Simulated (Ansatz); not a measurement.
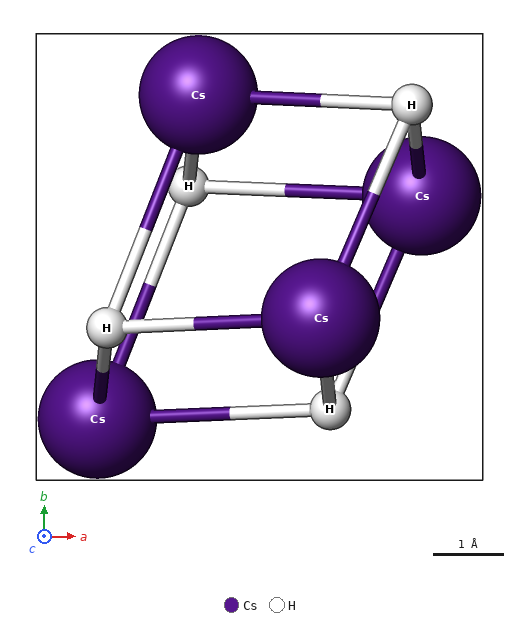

**Figure 1.** The starting structure (ball-and-stick view of the cell of the calculation, along the c axis). An atom can appear more than once, as a periodic image. Near neighbours in the periodic cell (some may lie outside the picture): Cs has 7 H at 3.27 to 3.58 Å; H has 7 Cs at 3.27 to 3.58 Å.

## CsH: geometry relaxation (part 1 of 2)

- system: CsH (8 atoms in the cell)
- method: DFT, PBEsol, plane waves, PAW, no spin polarisation (Ansatz 0.2.0)

The structure was built on a prototype by a generator.

**Input file**
```yaml
crystal:
  lattice:
    - [6.38250884, 0.0, 0.0]
    - [0.0, 6.38250884, 0.0]
    - [0.0, 0.0, 6.38250884]
  atoms:
    - { symbol: Cs, position: [0.86308769, 0.63691231, 0.36308769] }
    - { symbol: Cs, position: [0.63691231, 0.36308769, 0.86308769] }
    - { symbol: Cs, position: [0.36308769, 0.86308769, 0.63691231] }
    - { symbol: Cs, position: [0.13691231, 0.13691231, 0.13691231] }
    - { symbol: H, position: [0.15869827, 0.34130173, 0.65869827] }
    - { symbol: H, position: [0.34130173, 0.65869827, 0.15869827] }
    - { symbol: H, position: [0.65869827, 0.15869827, 0.34130173] }
    - { symbol: H, position: [0.84130173, 0.84130173, 0.84130173] }
kpoints:
  mp_grid: { grid: [4, 4, 4] }
hamiltonian:
  xc: pbesol
scf:
  occupations: { method: fermi_dirac, width: 0.03 }
relax:
  f_tol: 0.01
  cell: {}
  max_steps: 120
```

Hardware: 4 threads of Arm Neoverse V1, 24 GiB of memory available, shared host.

Launched with:
```bash
ansatz run input.yaml --threads 4 --pin off --max-ram 4608MiB --backend cpu --events-out ev --progress --plain --runs-dir out
```

**What the program printed**
```
Engine: ansatz 0.2.0, aarch64-unknown-linux-gnu
Pseudopotentials: kind: paw
Pseudopotential: Cs, paw, valence charge 9, recommended cutoff 420 eV (normal), Cs.paw.azcp
Pseudopotential: H, paw, valence charge 1, recommended cutoff 420 eV (normal), H.paw.azcp
Functional definition: PBEsol
  exchange = pbesol_x
  correlation = pbesol_c
Crystal: 8 atoms, lattice volume = 260.001 Å³
Basis set: ecut = 420 eV, 5041 PW (Γ), exchange–correlation on 90×90×90 points (8 copies of the dense FFT grid, shifted against one another)
Bands: 28, of which v1, the nominal top of the filled ones, is band 20 counted from 1 (19 counted from 0)
Symmetry: 12 space group operations
Space group: P213 (ITA 198), of the structure as read, at distance tolerance 6.4e-5 Å
k-points: 11 of 64 (time reversal used)
Non-local potential: Cs, projectors of the file, l = 0: 3, l = 1: 2, l = 2: 2, l = 3: 2
Non-local potential: H, projectors of the file, l = 0: 2, l = 1: 1
PAW form: soft (Blöchl's): semilocal exchange-correlation on the pseudo side does not see the compensation charge
PAW frozen core: Cs, regenerated for the run's functional, and the local potential with it (the file was generated under x = pbe(κ = 0.804, μ = 0.2195149727645171), c = pbe(β = 0.06672455060314922))
PAW one-centre angular grid: Cs, 194 points (default); XC on 64 Gauss nodes
PAW one-centre angular grid: H, 110 points (default); XC on 64 Gauss nodes
Initial density: superposition of atomic densities (neutral atoms: chi_scale 0, normalization atom), corrected by the library's trained network
Initial wavefunctions: pseudopotential atomic-orbital guess
Functional: x = pbesol(κ = 0.804, μ = 0.12345679012345678), c = pbesol(β = 0.046)
SCF iter   1: F=—  HF=-22405.932251 eV  |F-HF|=—  |Δ(HF+E_count)|=         —  Δρ=3.95e-3  dr2=4.30e-2  ethr=1.77e-3  ⟨swp⟩=12.5  Hψ=2203  notcnv=0
preconditioner: auto → Resta (q_TF=auto, 1.997 Å⁻¹)  ε∞=2.6  [insulator: Δε(μ)=3.025 eV  Ē_g=10.425 eV  σ=0.030 eV  W_gap=1.00  n_scr=32 (ndim 8)  ℏωp=13.0 eV  f_vac=0.001  D(μ)=0.00/eV (n_scr^D=0)  ε∞_Penn≈2.6]
SCF iter   2: F=—  HF=-22405.923682 eV  |F-HF|=—  |Δ(HF+E_count)|=   8.57e-3  Δρ=1.33e-3  dr2=5.16e-3  ethr=1.08e-4  ⟨swp⟩=2.4  Hψ=500  notcnv=0  defer=29
SCF iter   3: F=—  HF=-22405.923529 eV  |F-HF|=—  |Δ(HF+E_count)|=   1.53e-4  Δρ=1.83e-4  dr2=1.04e-4  ethr=1.29e-5  ⟨swp⟩=2.0  Hψ=320  notcnv=0  defer=30
SCF iter   4: F=—  HF=-22405.923712 eV  |F-HF|=—  |Δ(HF+E_count)|=   1.83e-4  Δρ=3.34e-5  dr2=3.45e-6  ethr=2.60e-7  ⟨swp⟩=2.2  Hψ=483  notcnv=0  defer=30
SCF iter   5: F=—  HF=-22405.923679 eV  |F-HF|=—  |Δ(HF+E_count)|=   3.31e-5  Δρ=5.74e-6  dr2=1.27e-7  ethr=8.62e-9  ⟨swp⟩=2.4  Hψ=488  notcnv=0  defer=30
SCF iter   6: F=-22405.923679 eV  HF=-22405.923679 eV  |F-HF|=8.64e-9  |Δ(HF+E_count)|=   2.21e-7  Δρ=1.36e-6  dr2=7.67e-9  ethr=2.50e-10  ⟨swp⟩=4.0  Hψ=988  notcnv=0
SCF 1 converged in 6 iterations: F = -22405.923679 eV  dr2 = 7.67e-9
  greatest PAW one-centre occupation: 0.926 electrons in one spin orbital (limit 2), on the Cs atom at site 3 (counted from 0), in its partial waves of l = 0
relax step   1: F+E_penalty+E_count = -22405.92367889 eV  Δ(F+E_penalty+E_count) = +0.000e0 eV  max|allowed force component| = 9.430e-2 eV/Å  Δτ_max = 0.0000 Å  P = -1.679 GPa  Ω = 260.001 Å³  (6 SCF iters, dr2 threshold 1.00e-7 eV, accepted)
Crystal: 8 atoms, lattice volume = 238.049 Å³
Basis set: ecut = 420 eV, 4697 PW (Γ), exchange–correlation on 90×90×90 points (8 copies of the dense FFT grid, shifted against one another)
Initial density: handed on by an earlier stage of this run
Initial wavefunctions: those handed on with the density
iter 1 solved again at ethr=2.37e-4 eV; its pass at ethr=3.10e-3 eV (dr2=9.47e-2 eV) is discarded
SCF iter   1: F=—  HF=-22406.306850 eV  |F-HF|=—  |Δ(HF+E_count)|=         —  Δρ=4.83e-3  dr2=9.47e-2  ethr=2.37e-4  ⟨swp⟩=1.0  Hψ=1920  notcnv=0
preconditioner: auto → Resta (q_TF=auto, 2.027 Å⁻¹)  ε∞=2.7  [insulator: Δε(μ)=3.331 eV  Ē_g=10.477 eV  σ=0.030 eV  W_gap=1.00  n_scr=26 (ndim 8)  ℏωp=13.6 eV  f_vac=0.000  D(μ)=0.00/eV (n_scr^D=0)  ε∞_Penn≈2.7]
SCF iter   2: F=—  HF=-22406.283242 eV  |F-HF|=—  |Δ(HF+E_count)|=   2.36e-2  Δρ=2.19e-3  dr2=2.29e-2  ethr=2.37e-4  ⟨swp⟩=2.0  Hψ=347  notcnv=0
SCF iter   3: F=—  HF=-22406.277713 eV  |F-HF|=—  |Δ(HF+E_count)|=   5.53e-3  Δρ=3.29e-4  dr2=4.68e-4  ethr=5.72e-5  ⟨swp⟩=2.0  Hψ=440  notcnv=0
SCF iter   4: F=—  HF=-22406.277916 eV  |F-HF|=—  |Δ(HF+E_count)|=   2.03e-4  Δρ=8.28e-5  dr2=1.41e-5  ethr=1.17e-6  ⟨swp⟩=2.1  Hψ=486  notcnv=0
SCF iter   5: F=—  HF=-22406.277929 eV  |F-HF|=—  |Δ(HF+E_count)|=   1.28e-5  Δρ=2.25e-5  dr2=1.29e-6  ethr=2.00e-9  ⟨swp⟩=5.0  Hψ=1087  notcnv=0
SCF iter   6: F=-22406.277929 eV  HF=-22406.277929 eV  |F-HF|=4.72e-8  |Δ(HF+E_count)|=   2.93e-7  Δρ=5.16e-6  dr2=7.65e-8  ethr=2.00e-9  ⟨swp⟩=4.0  Hψ=1010  notcnv=0
SCF 2 converged in 6 iterations: F = -22406.277929 eV  dr2 = 7.65e-8
  greatest PAW one-centre occupation: 0.926 electrons in one spin orbital (limit 2), on the Cs atom at site 2 (counted from 0), in its partial waves of l = 0
relax step   2: F+E_penalty+E_count = -22406.27792883 eV  Δ(F+E_penalty+E_count) = -3.542e-1 eV  max|allowed force component| = 1.225e-1 eV/Å  Δτ_max = 0.1411 Å  P = -1.073 GPa  Ω = 238.049 Å³  energy of the carried Pulay correction = +3.159e-3 eV  (6 SCF iters, dr2 threshold 8.00e-7 eV, accepted)
Crystal: 8 atoms, lattice volume = 221.333 Å³
Basis set: ecut = 420 eV, 4385 PW (Γ), exchange–correlation on 90×90×90 points (8 copies of the dense FFT grid, shifted against one another)
iter 1 solved again at ethr=1.26e-4 eV; its pass at ethr=3.10e-3 eV (dr2=5.03e-2 eV) is discarded
SCF iter   1: F=—  HF=-22406.566006 eV  |F-HF|=—  |Δ(HF+E_count)|=         —  Δρ=3.71e-3  dr2=4.86e-2  ethr=1.26e-4  ⟨swp⟩=2.0  Hψ=2137  notcnv=0
preconditioner: auto → Resta (q_TF=auto, 2.051 Å⁻¹)  ε∞=2.8  [insulator: Δε(μ)=3.322 eV  Ē_g=10.507 eV  σ=0.030 eV  W_gap=1.00  n_scr=26 (ndim 8)  ℏωp=14.1 eV  f_vac=0.000  D(μ)=0.00/eV (n_scr^D=0)  ε∞_Penn≈2.8]
SCF iter   2: F=—  HF=-22406.551363 eV  |F-HF|=—  |Δ(HF+E_count)|=   1.46e-2  Δρ=1.40e-3  dr2=8.16e-3  ethr=1.21e-4  ⟨swp⟩=2.0  Hψ=440  notcnv=0
SCF iter   3: F=—  HF=-22406.549354 eV  |F-HF|=—  |Δ(HF+E_count)|=   2.01e-3  Δρ=3.12e-4  dr2=2.26e-4  ethr=2.04e-5  ⟨swp⟩=2.6  Hψ=478  notcnv=0
SCF iter   4: F=—  HF=-22406.549441 eV  |F-HF|=—  |Δ(HF+E_count)|=   8.72e-5  Δρ=3.73e-5  dr2=4.10e-6  ethr=5.64e-7  ⟨swp⟩=2.4  Hψ=433  notcnv=0
SCF iter   5: F=-22406.549445 eV  HF=-22406.549445 eV  |F-HF|=3.63e-7  |Δ(HF+E_count)|=   3.77e-6  Δρ=9.83e-6  dr2=2.58e-7  ethr=2.00e-9  ⟨swp⟩=4.0  Hψ=1012  notcnv=0
SCF 3 converged in 5 iterations: F = -22406.549445 eV  dr2 = 2.58e-7
relax step   3: F+E_penalty+E_count = -22406.54944504 eV  Δ(F+E_penalty+E_count) = -2.715e-1 eV  max|allowed force component| = 1.459e-1 eV/Å  Δτ_max = 0.1962 Å  P = -0.357 GPa  Ω = 221.333 Å³  energy of the carried Pulay correction = +5.759e-3 eV  (5 SCF iters, dr2 threshold 8.00e-7 eV, accepted)
Crystal: 8 atoms, lattice volume = 215.506 Å³
Basis set: ecut = 420 eV, 4169 PW (Γ), exchange–correlation on 90×90×90 points (8 copies of the dense FFT grid, shifted against one another)
iter 1 solved again at ethr=7.03e-5 eV; its pass at ethr=3.10e-3 eV (dr2=2.81e-2 eV) is discarded
SCF iter   1: F=—  HF=-22406.733750 eV  |F-HF|=—  |Δ(HF+E_count)|=         —  Δρ=3.03e-3  dr2=2.70e-2  ethr=7.03e-5  ⟨swp⟩=2.2  Hψ=2199  notcnv=0
preconditioner: auto → Resta (q_TF=auto, 2.061 Å⁻¹)  ε∞=2.9  [insulator: Δε(μ)=3.146 eV  Ē_g=10.492 eV  σ=0.030 eV  W_gap=1.00  n_scr=26 (ndim 8)  ℏωp=14.3 eV  f_vac=0.000  D(μ)=0.00/eV (n_scr^D=0)  ε∞_Penn≈2.9]
SCF iter   2: F=—  HF=-22406.726065 eV  |F-HF|=—  |Δ(HF+E_count)|=   7.68e-3  Δρ=1.26e-3  dr2=4.93e-3  ethr=6.76e-5  ⟨swp⟩=2.1  Hψ=388  notcnv=0
SCF iter   3: F=—  HF=-22406.725233 eV  |F-HF|=—  |Δ(HF+E_count)|=   8.32e-4  Δρ=2.45e-4  dr2=1.22e-4  ethr=1.23e-5  ⟨swp⟩=2.0  Hψ=482  notcnv=0
SCF iter   4: F=—  HF=-22406.725287 eV  |F-HF|=—  |Δ(HF+E_count)|=   5.38e-5  Δρ=5.09e-5  dr2=9.32e-6  ethr=3.04e-7  ⟨swp⟩=2.1  Hψ=480  notcnv=0
SCF iter   5: F=-22406.725288 eV  HF=-22406.725287 eV  |F-HF|=4.49e-7  |Δ(HF+E_count)|=   5.75e-7  Δρ=1.42e-5  dr2=5.22e-7  ethr=2.00e-9  ⟨swp⟩=4.0  Hψ=1012  notcnv=0
SCF 4 converged in 5 iterations: F = -22406.725288 eV  dr2 = 5.22e-7
  greatest PAW one-centre occupation: 0.927 electrons in one spin orbital (limit 2), on the Cs atom at site 2 (counted from 0), in its partial waves of l = 0
relax step   4: F+E_penalty+E_count = -22406.72528773 eV  Δ(F+E_penalty+E_count) = -1.758e-1 eV  max|allowed force component| = 1.040e-1 eV/Å  Δτ_max = 0.1954 Å  P = +0.137 GPa  Ω = 215.506 Å³  energy of the carried Pulay correction = +6.709e-3 eV  (5 SCF iters, dr2 threshold 8.00e-7 eV, accepted)
Crystal: 8 atoms, lattice volume = 216.599 Å³
iter 1 solved again at ethr=1.17e-4 eV; its pass at ethr=3.10e-3 eV (dr2=4.69e-2 eV) is discarded
SCF iter   1: F=—  HF=-22406.863696 eV  |F-HF|=—  |Δ(HF+E_count)|=         —  Δρ=3.77e-3  dr2=4.62e-2  ethr=1.17e-4  ⟨swp⟩=1.6  Hψ=1878  notcnv=0
preconditioner: auto → Resta (q_TF=auto, 2.059 Å⁻¹)  ε∞=2.9  [insulator: Δε(μ)=2.851 eV  Ē_g=10.439 eV  σ=0.030 eV  W_gap=1.00  n_scr=26 (ndim 8)  ℏωp=14.3 eV  f_vac=0.000  D(μ)=0.00/eV (n_scr^D=0)  ε∞_Penn≈2.9]
SCF iter   2: F=—  HF=-22406.853126 eV  |F-HF|=—  |Δ(HF+E_count)|=   1.06e-2  Δρ=1.84e-3  dr2=1.19e-2  ethr=1.15e-4  ⟨swp⟩=1.8  Hψ=423  notcnv=0
SCF iter   3: F=—  HF=-22406.850785 eV  |F-HF|=—  |Δ(HF+E_count)|=   2.34e-3  Δρ=2.56e-4  dr2=2.05e-4  ethr=2.97e-5  ⟨swp⟩=2.8  Hψ=562  notcnv=0
SCF iter   4: F=—  HF=-22406.850882 eV  |F-HF|=—  |Δ(HF+E_count)|=   9.77e-5  Δρ=5.15e-5  dr2=7.92e-6  ethr=5.11e-7  ⟨swp⟩=2.5  Hψ=510  notcnv=0
SCF iter   5: F=-22406.850892 eV  HF=-22406.850891 eV  |F-HF|=4.36e-7  |Δ(HF+E_count)|=   8.69e-6  Δρ=1.07e-5  dr2=3.01e-7  ethr=1.69e-9  ⟨swp⟩=4.2  Hψ=1014  notcnv=0
SCF 5 converged in 5 iterations: F = -22406.850892 eV  dr2 = 3.01e-7
  greatest PAW one-centre occupation: 0.927 electrons in one spin orbital (limit 2), on the Cs atom at site 3 (counted from 0), in its partial waves of l = 0
relax step   5: F+E_penalty+E_count = -22406.85089160 eV  Δ(F+E_penalty+E_count) = -1.256e-1 eV  max|allowed force component| = 7.041e-2 eV/Å  Δτ_max = 0.1950 Å  P = +0.506 GPa  Ω = 216.599 Å³  energy of the carried Pulay correction = +6.529e-3 eV  (5 SCF iters, dr2 threshold 6.77e-7 eV, accepted)
Crystal: 8 atoms, lattice volume = 227.473 Å³
Basis set: ecut = 420 eV, 4457 PW (Γ), exchange–correlation on 90×90×90 points (8 copies of the dense FFT grid, shifted against one another)
iter 1 solved again at ethr=3.62e-4 eV; its pass at ethr=3.10e-3 eV (dr2=1.45e-1 eV) is discarded
SCF iter   1: F=—  HF=-22407.043540 eV  |F-HF|=—  |Δ(HF+E_count)|=         —  Δρ=6.39e-3  dr2=1.45e-1  ethr=3.62e-4  ⟨swp⟩=1.1  Hψ=1857  notcnv=0
preconditioner: auto → Resta (q_TF=auto, 2.042 Å⁻¹)  ε∞=2.8  [insulator: Δε(μ)=2.407 eV  Ē_g=10.367 eV  σ=0.030 eV  W_gap=1.00  n_scr=26 (ndim 8)  ℏωp=13.9 eV  f_vac=0.000  D(μ)=0.00/eV (n_scr^D=0)  ε∞_Penn≈2.8]
SCF iter   2: F=—  HF=-22407.012808 eV  |F-HF|=—  |Δ(HF+E_count)|=   3.07e-2  Δρ=3.35e-3  dr2=4.21e-2  ethr=3.62e-4  ⟨swp⟩=1.0  Hψ=308  notcnv=0
SCF iter   3: F=—  HF=-22407.003135 eV  |F-HF|=—  |Δ(HF+E_count)|=   9.67e-3  Δρ=3.29e-4  dr2=3.47e-4  ethr=1.05e-4  ⟨swp⟩=2.0  Hψ=440  notcnv=0
SCF iter   4: F=—  HF=-22407.003528 eV  |F-HF|=—  |Δ(HF+E_count)|=   3.93e-4  Δρ=1.07e-4  dr2=2.82e-5  ethr=8.68e-7  ⟨swp⟩=2.0  Hψ=484  notcnv=0
SCF iter   5: F=—  HF=-22407.003563 eV  |F-HF|=—  |Δ(HF+E_count)|=   3.50e-5  Δρ=1.80e-5  dr2=8.31e-7  ethr=7.05e-8  ⟨swp⟩=2.0  Hψ=484  notcnv=0
SCF iter   6: F=-22407.003563 eV  HF=-22407.003563 eV  |F-HF|=7.62e-8  |Δ(HF+E_count)|=   4.21e-7  Δρ=3.90e-6  dr2=5.23e-8  ethr=1.60e-9  ⟨swp⟩=4.0  Hψ=1012  notcnv=0
SCF 6 converged in 6 iterations: F = -22407.003563 eV  dr2 = 5.23e-8
relax step   6: F+E_penalty+E_count = -22407.00356331 eV  Δ(F+E_penalty+E_count) = -1.527e-1 eV  max|allowed force component| = 6.954e-2 eV/Å  Δτ_max = 0.1956 Å  P = +0.335 GPa  Ω = 227.473 Å³  energy of the carried Pulay correction = +4.783e-3 eV  (6 SCF iters, dr2 threshold 6.39e-7 eV, accepted)
Crystal: 8 atoms, lattice volume = 237.900 Å³
iter 1 solved again at ethr=3.48e-4 eV; its pass at ethr=3.10e-3 eV (dr2=1.39e-1 eV) is discarded
SCF iter   1: F=—  HF=-22407.155470 eV  |F-HF|=—  |Δ(HF+E_count)|=         —  Δρ=6.08e-3  dr2=1.39e-1  ethr=3.48e-4  ⟨swp⟩=1.2  Hψ=1848  notcnv=0
preconditioner: auto → Resta (q_TF=auto, 2.027 Å⁻¹)  ε∞=2.7  [insulator: Δε(μ)=2.180 eV  Ē_g=10.305 eV  σ=0.030 eV  W_gap=1.00  n_scr=26 (ndim 8)  ℏωp=13.6 eV  f_vac=0.003  D(μ)=0.00/eV (n_scr^D=0)  ε∞_Penn≈2.7]
SCF iter   2: F=—  HF=-22407.126318 eV  |F-HF|=—  |Δ(HF+E_count)|=   2.92e-2  Δρ=3.20e-3  dr2=3.99e-2  ethr=3.48e-4  ⟨swp⟩=1.0  Hψ=308  notcnv=0
SCF iter   3: F=—  HF=-22407.117097 eV  |F-HF|=—  |Δ(HF+E_count)|=   9.22e-3  Δρ=2.99e-4  dr2=2.87e-4  ethr=9.98e-5  ⟨swp⟩=2.0  Hψ=440  notcnv=0
SCF iter   4: F=—  HF=-22407.117393 eV  |F-HF|=—  |Δ(HF+E_count)|=   2.96e-4  Δρ=1.04e-4  dr2=2.43e-5  ethr=7.18e-7  ⟨swp⟩=2.0  Hψ=484  notcnv=0
SCF iter   5: F=—  HF=-22407.117428 eV  |F-HF|=—  |Δ(HF+E_count)|=   3.55e-5  Δρ=1.43e-5  dr2=5.94e-7  ethr=6.08e-8  ⟨swp⟩=2.0  Hψ=516  notcnv=0
SCF iter   6: F=-22407.117429 eV  HF=-22407.117429 eV  |F-HF|=8.36e-8  |Δ(HF+E_count)|=   5.40e-7  Δρ=3.28e-6  dr2=3.92e-8  ethr=7.56e-10  ⟨swp⟩=4.0  Hψ=1012  notcnv=0
SCF 7 converged in 6 iterations: F = -22407.117429 eV  dr2 = 3.92e-8
relax step   7: F+E_penalty+E_count = -22407.11742888 eV  Δ(F+E_penalty+E_count) = -1.139e-1 eV  max|allowed force component| = 4.636e-2 eV/Å  Δτ_max = 0.1945 Å  P = +0.101 GPa  Ω = 237.900 Å³  energy of the carried Pulay correction = +3.182e-3 eV  (6 SCF iters, dr2 threshold 3.02e-7 eV, accepted)
Crystal: 8 atoms, lattice volume = 246.363 Å³
Basis set: ecut = 420 eV, 4801 PW (Γ), exchange–correlation on 90×90×90 points (8 copies of the dense FFT grid, shifted against one another)
iter 1 solved again at ethr=3.26e-4 eV; its pass at ethr=3.10e-3 eV (dr2=1.30e-1 eV) is discarded
SCF iter   1: F=—  HF=-22407.218783 eV  |F-HF|=—  |Δ(HF+E_count)|=         —  Δρ=5.73e-3  dr2=1.30e-1  ethr=3.26e-4  ⟨swp⟩=1.1  Hψ=1901  notcnv=0
preconditioner: auto → Resta (q_TF=auto, 2.015 Å⁻¹)  ε∞=2.7  [insulator: Δε(μ)=2.091 eV  Ē_g=10.262 eV  σ=0.030 eV  W_gap=1.00  n_scr=32 (ndim 8)  ℏωp=13.4 eV  f_vac=0.011  D(μ)=0.00/eV (n_scr^D=0)  ε∞_Penn≈2.7]
SCF iter   2: F=—  HF=-22407.192407 eV  |F-HF|=—  |Δ(HF+E_count)|=   2.64e-2  Δρ=3.02e-3  dr2=3.77e-2  ethr=3.26e-4  ⟨swp⟩=1.0  Hψ=308  notcnv=0
SCF iter   3: F=—  HF=-22407.184533 eV  |F-HF|=—  |Δ(HF+E_count)|=   7.87e-3  Δρ=2.85e-4  dr2=2.29e-4  ethr=9.42e-5  ⟨swp⟩=2.1  Hψ=441  notcnv=0
SCF iter   4: F=—  HF=-22407.184870 eV  |F-HF|=—  |Δ(HF+E_count)|=   3.38e-4  Δρ=9.66e-5  dr2=2.09e-5  ethr=5.73e-7  ⟨swp⟩=2.0  Hψ=484  notcnv=0
SCF iter   5: F=—  HF=-22407.184871 eV  |F-HF|=—  |Δ(HF+E_count)|=   9.10e-7  Δρ=1.25e-5  dr2=6.04e-7  ethr=5.23e-8  ⟨swp⟩=2.0  Hψ=507  notcnv=0
SCF iter   6: F=-22407.184872 eV  HF=-22407.184872 eV  |F-HF|=5.03e-8  |Δ(HF+E_count)|=   1.69e-7  Δρ=3.04e-6  dr2=3.82e-8  ethr=3.36e-10  ⟨swp⟩=4.0  Hψ=1012  notcnv=0
SCF 8 converged in 6 iterations: F = -22407.184872 eV  dr2 = 3.82e-8
relax step   8: F+E_penalty+E_count = -22407.18487160 eV  Δ(F+E_penalty+E_count) = -6.744e-2 eV  max|allowed force component| = 2.199e-2 eV/Å  Δτ_max = 0.1925 Å  P = -0.089 GPa  Ω = 246.363 Å³  energy of the carried Pulay correction = +1.930e-3 eV  (6 SCF iters, dr2 threshold 1.34e-7 eV, accepted)
Crystal: 8 atoms, lattice volume = 243.666 Å³
Basis set: ecut = 420 eV, 4729 PW (Γ), exchange–correlation on 90×90×90 points (8 copies of the dense FFT grid, shifted against one another)
iter 1 solved again at ethr=9.40e-5 eV; its pass at ethr=3.10e-3 eV (dr2=3.76e-2 eV) is discarded
SCF iter   1: F=—  HF=-22407.208427 eV  |F-HF|=—  |Δ(HF+E_count)|=         —  Δρ=3.15e-3  dr2=3.77e-2  ethr=9.40e-5  ⟨swp⟩=2.0  Hψ=1621  notcnv=0
preconditioner: auto → Resta (q_TF=auto, 2.019 Å⁻¹)  ε∞=2.7  [insulator: Δε(μ)=2.084 eV  Ē_g=10.238 eV  σ=0.030 eV  W_gap=1.00  n_scr=32 (ndim 8)  ℏωp=13.5 eV  f_vac=0.009  D(μ)=0.00/eV (n_scr^D=0)  ε∞_Penn≈2.7]
SCF iter   2: F=—  HF=-22407.200712 eV  |F-HF|=—  |Δ(HF+E_count)|=   7.71e-3  Δρ=1.64e-3  dr2=1.09e-2  ethr=9.40e-5  ⟨swp⟩=1.1  Hψ=309  notcnv=0
SCF iter   3: F=—  HF=-22407.198540 eV  |F-HF|=—  |Δ(HF+E_count)|=   2.17e-3  Δρ=1.72e-4  dr2=6.99e-5  ethr=2.72e-5  ⟨swp⟩=2.0  Hψ=364  notcnv=0
SCF iter   4: F=—  HF=-22407.198656 eV  |F-HF|=—  |Δ(HF+E_count)|=   1.16e-4  Δρ=5.12e-5  dr2=6.39e-6  ethr=1.75e-7  ⟨swp⟩=2.8  Hψ=526  notcnv=0
SCF iter   5: F=—  HF=-22407.198631 eV  |F-HF|=—  |Δ(HF+E_count)|=   2.41e-5  Δρ=8.71e-6  dr2=3.73e-7  ethr=1.60e-8  ⟨swp⟩=2.0  Hψ=486  notcnv=0
SCF iter   6: F=-22407.198632 eV  HF=-22407.198632 eV  |F-HF|=1.59e-8  |Δ(HF+E_count)|=   2.14e-7  Δρ=2.13e-6  dr2=1.61e-8  ethr=7.56e-11  ⟨swp⟩=4.5  Hψ=1025  notcnv=0
SCF 9 converged in 6 iterations: F = -22407.198632 eV  dr2 = 1.61e-8
relax step   9: F+E_penalty+E_count = -22407.19863170 eV  Δ(F+E_penalty+E_count) = -1.376e-2 eV  max|allowed force component| = 4.857e-3 eV/Å  Δτ_max = 0.1035 Å  P = +0.052 GPa  Ω = 243.666 Å³  energy of the carried Pulay correction = +2.325e-3 eV  (6 SCF iters, dr2 threshold 3.02e-8 eV, accepted)
```
